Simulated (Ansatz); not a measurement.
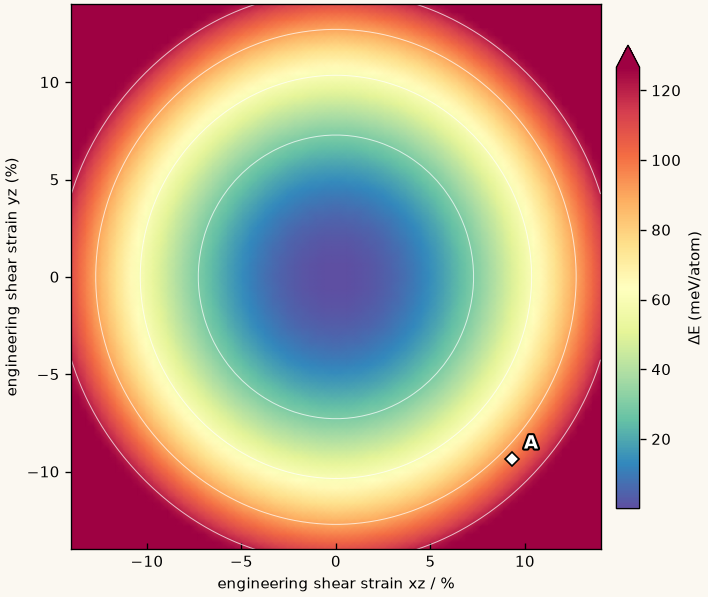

Ni (Im-3m, No. 229; 1 atom in the cell). The energy is mapped over two homogeneous strains (x, y and z along the cube axes). Coordinates scanned: (1) engineering shear strain xz; (2) engineering shear strain yz. Nothing is relaxed (symmetry fixes all fractional coordinates). Grid: 7 × 7 points; 10 points were computed and 39 follow by symmetry. Points are written as (first, second). Energies are in meV/atom, from the lowest grid point. The electronic state followed may not be the lowest one. Method: DFT PBEsol, scalar-relativistic, plane waves, PAW (Ansatz). Settings: cutoff 520 eV, k-mesh 22×22×22, gaussian smearing 0.15 eV, spin-polarised.

Drawn: a smooth colour map with a few white contour lines, one colour for all values above the top of the scale, the point A. Between grid points the surface is interpolated.

**Which way does the force act at A, and how strong is it?**

A, at (9.3 %, −9.3 %), is not a stationary point. The computed force is 11 meV/atom for each 1 % towards smaller values of engineering shear strain xz and 11 meV/atom for each 1 % towards larger values of engineering shear strain yz.

PAW datasets: the set soft_1.
